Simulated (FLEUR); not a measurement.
```xyz
6
Lattice="4.7380 0.0000 0.0000 0.0000 4.7380 0.0000 0.0000 0.0000 3.1865" Properties=species:S:1:pos:R:3 pbc="T T T"
Sn    2.3690    2.3690    1.5933
Sn    0.0000    0.0000    0.0000
O     3.8240    0.9140    1.5933
O     3.2830    3.2830    0.0000
O     0.9140    3.8240    1.5933
O     1.4550    1.4550    0.0000
```

Space group P4₂/mnm.

All numbers below come from Kohn-Sham DFT of a periodic cell, PBEsol, all-electron (FLEUR).

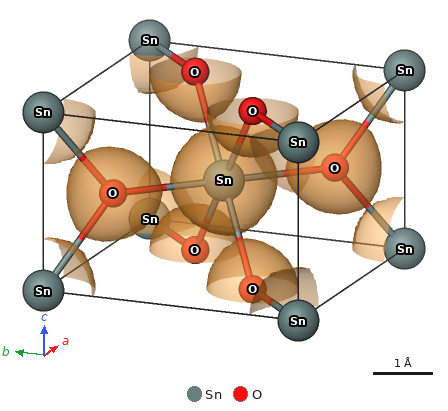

SnO$_{2}$. Isosurface of the total electron density at 0.8 e/Å³ (orange), seen at an oblique angle. Sticks mark near contacts.

### How is the density connected at this value?

At this value the density breaks into separate islands. It bridges none of the near contacts. It is pinched off along the sampled Sn–O (2.05 Å) contacts. On the grid the lowest density along these lines, outside the cores, is 0.69 e/Å³ (Sn–O, 2.05 Å).

### Does the calculation make it a metal, or give it a gap?

It is gapped, with a Kohn–Sham gap of 1.2 eV on the k-point mesh (the band edges may lie off the mesh, which would make the gap smaller).
